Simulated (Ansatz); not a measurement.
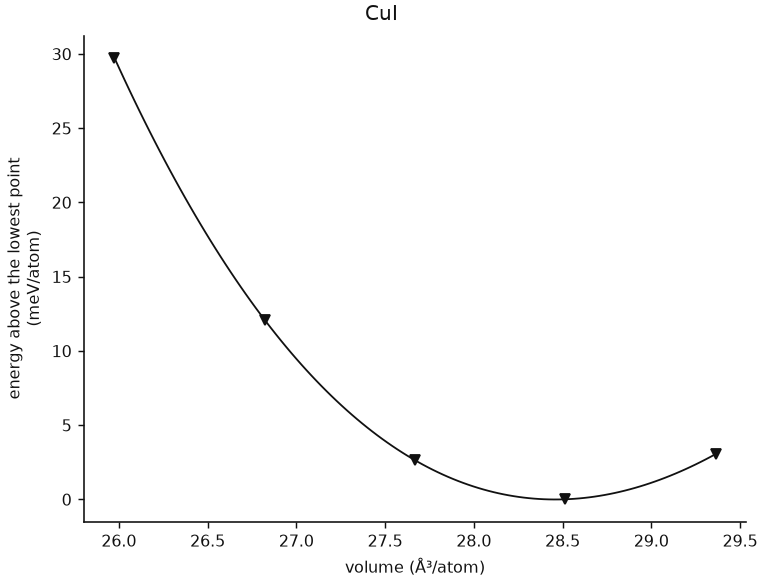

Plotted: energy above the lowest point against volume for CuI, space group F-43m (No. 216) (one of a set of cubic test structures, which need not be the stable phase).

Method: equation of state of a cubic crystal from periodic Kohn-Sham density functional theory without spin, third-order Birch-Murnaghan fit to the free energies; pressure corrected for the finite basis (Ansatz 0.2.0 development build). Level: HSE06.

- structure type: zinc blende
- atoms in cell: 2
- space group number: 216
- lattice centring: face-centred primitive
- k mesh: 4×4×4
- occupation method: Fermi–Dirac
- occupation width: 0.05 eV
- wave cutoff: 700 eV
- datasets: hard PAW
- density tolerance: 0 eV
- bands: 22
- density cutoff ratio: 4
- search for lower states: default
- exchange singularity: regularized

From this curve and the settings, what does the calculation give for the pressure at the same points?

The pressure falls from 4.216 GPa at volume 25.97 Å³/atom to −1.046 GPa at 29.36 Å³/atom, and changes sign near 28.47 Å³/atom.

| volume (Å³/atom) | pressure (GPa) |
| --- | --- |
| 25.97 | 4.216 |
| 26.82 | 2.514 |
| 27.67 | 1.102 |
| 28.52 | −0.070 |
| 29.36 | −1.046 |

Keep in mind: pseudopotentials made with PBE, not this functional.
